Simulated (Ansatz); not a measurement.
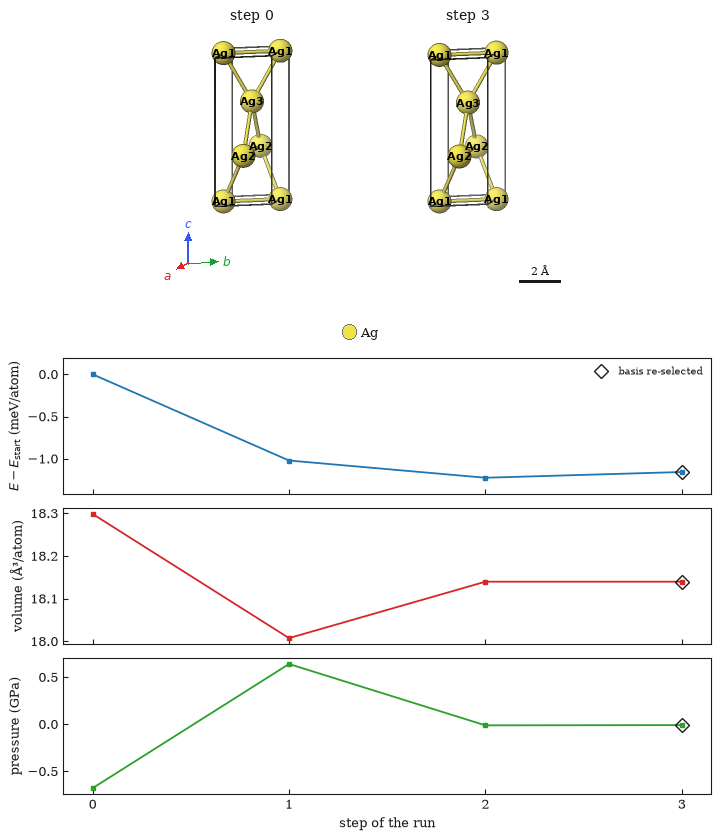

First and last geometry of a relaxation of a crystal of Ag (a generated structure, set up in P6_422), with the history of the run. Style: ball-and-stick. Shown: the cell of the calculation, slightly off an axis.

The calculation used DFT PBE, scalar-relativistic, plane waves, PAW (Ansatz).

Input
```yaml
crystal:
  lattice:
    - [2.9050707114, 0.0, 0.0]
    - [-1.4525353557, 2.5158650359, 0.0]
    - [0.0, 0.0, 7.5109104085]
  atoms:
    - { symbol: Ag, position: [0.5, 0.0, 0.0] }
    - { symbol: Ag, position: [0.0, 0.5, 0.3333333333] }
    - { symbol: Ag, position: [0.5, 0.5, 0.6666666667] }
basis:
  ecutwfc: 420
kpoints:
  mp_grid: { grid: [18, 18, 6] }
hamiltonian:
  xc: pbe
scf:
  occupations: { method: gaussian, width: 0.1 }
output:
  forces: true
  stress: true
  eigenvalues: true
relax:
  adjacent_minimum: "off"
  f_tol: 0.01
  max_steps: 80
  cell: { stress_tol: 0.05 }
```

Launched with:
```bash
ansatz run input.yaml --threads 1 --pin off --max-ram 2560MiB --backend cpu --events-out ev --progress --plain --runs-dir out
```

What do the curves and the structures tell?

Answer. It converged. No atom moves by more than 0.005 Å relative to the cell. Cell: a = b 2.905 → 2.911 Å (+0.2 %), c 7.511 → 7.418 Å (−1.2 %). Volume −0.9 %. Among the contacts that change: Ag1–Ag2 2.894 → 2.869 Å, Ag1–Ag1 2.905 → 2.911 Å. The space group stays P6_422 (No. 181). The energy falls by 1.2 meV per atom in 2 accepted moves (3 points after the start). All forces vanish by symmetry, so only the cell relaxes. The pressure goes from −0.68 to −0.01 GPa. At 1 point the geometry stayed and the basis and grid were re-selected for the new cell (energy shift of 0.1 meV per atom at most each time).

```json
{"step": "0", "E − E(0), meV/atom": "0.00", "pressure, GPa": "-0.68", "volume, Å³/atom": "18.298", "note": ""}
{"step": "1", "E − E(0), meV/atom": "-1.02", "pressure, GPa": "0.64", "volume, Å³/atom": "18.008", "note": ""}
{"step": "2", "E − E(0), meV/atom": "-1.23", "pressure, GPa": "-0.01", "volume, Å³/atom": "18.140", "note": ""}
{"step": "3", "E − E(0), meV/atom": "-1.16", "pressure, GPa": "-0.01", "volume, Å³/atom": "18.140", "note": "same geometry, new basis"}
```
